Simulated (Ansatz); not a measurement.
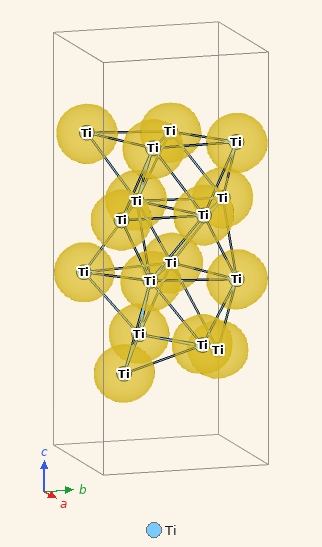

*Ti (slab). Isosurface of the valence electron density at 0.4 e/Å³ (yellow), seen slightly off an axis. Sticks mark near contacts.*

Not relaxed (largest force 1.2 eV/Å); computed without spin polarisation.

These are results of Ansatz 0.2.0, DFT PBE, scalar-relativistic, plane waves, PAW, not measurements.

In a PAW calculation such maps are meaningful between the atoms, not at the nuclei.

The calculation's input:

```
crystal:
  lattice:
    - [5.293130461, 0.0, 0.0]
    - [0.0, 5.680217882, 0.0]
    - [0.0, 0.0, 31.1363323814]
  atoms:
    - { symbol: Ti, position: [0.8766922752, 0.1628697462, 0.5149555637] }
    - { symbol: Ti, position: [0.3715594536, 0.884409945, 0.5161510734] }
    - { symbol: Ti, position: [0.8788937131, 0.63749325, 0.5404489363] }
    - { symbol: Ti, position: [0.3734127568, 0.4055343266, 0.5381769449] }
    - { symbol: Ti, position: [0.1543480482, 0.1378376865, 0.6006233808] }
    - { symbol: Ti, position: [0.6589063988, 0.9102419678, 0.6007304398] }
    - { symbol: Ti, position: [0.2035272237, 0.6525861719, 0.6067190786] }
    - { symbol: Ti, position: [0.6824326718, 0.3808296205, 0.6058966755] }
    - { symbol: Ti, position: [0.8965320006, 0.1415061073, 0.6802133907] }
    - { symbol: Ti, position: [0.3894607607, 0.9080141517, 0.6793445088] }
    - { symbol: Ti, position: [0.8613582644, 0.6511047063, 0.6786342817] }
    - { symbol: Ti, position: [0.373516311, 0.3906520242, 0.6814617544] }
    - { symbol: Ti, position: [0.1942053483, 0.1436461985, 0.751492124] }
    - { symbol: Ti, position: [0.6912337096, 0.8990369182, 0.7491093545] }
    - { symbol: Ti, position: [0.1793814357, 0.6526394895, 0.7464984288] }
    - { symbol: Ti, position: [0.6931269908, 0.3938653584, 0.748152814] }
basis:
  ecutwfc: 420
kpoints:
  mp_grid: { grid: [7, 6, 1] }
hamiltonian:
  xc: pbe
scf:
  occupations: { method: gaussian, width: 0.1 }
output:
  forces: true
  stress: true
  eigenvalues: true
  write_density: true
  write_potential: true
  elf: true
  volumetric_format: npy
efield:
  axis: 3
  dipole_correction: true
  ramp_width: 0.04
```

Launched as:

```sh
ansatz run input.yaml --threads 8 --pin off --max-ram 20480MiB --backend cpu --events-out ev --progress --plain --runs-dir out
```

### What does this surface tell about the bonding?

At this value the density breaks into separate islands; it holds about 75 % of the electrons treated as valence (semicore included). It bridges none of the near contacts. It is pinched off along the sampled Ti–Ti (2.67 Å), Ti–Ti (2.71 Å), Ti–Ti (2.76 Å) and Ti–Ti (2.81 Å) contacts. On the grid the lowest density along these lines, outside the cores, is 0.23 e/Å³ (Ti–Ti, 2.67 Å), 0.23 e/Å³ (Ti–Ti, 2.71 Å), 0.24 e/Å³ (Ti–Ti, 2.76 Å) and 0.19 e/Å³ (Ti–Ti, 2.81 Å).
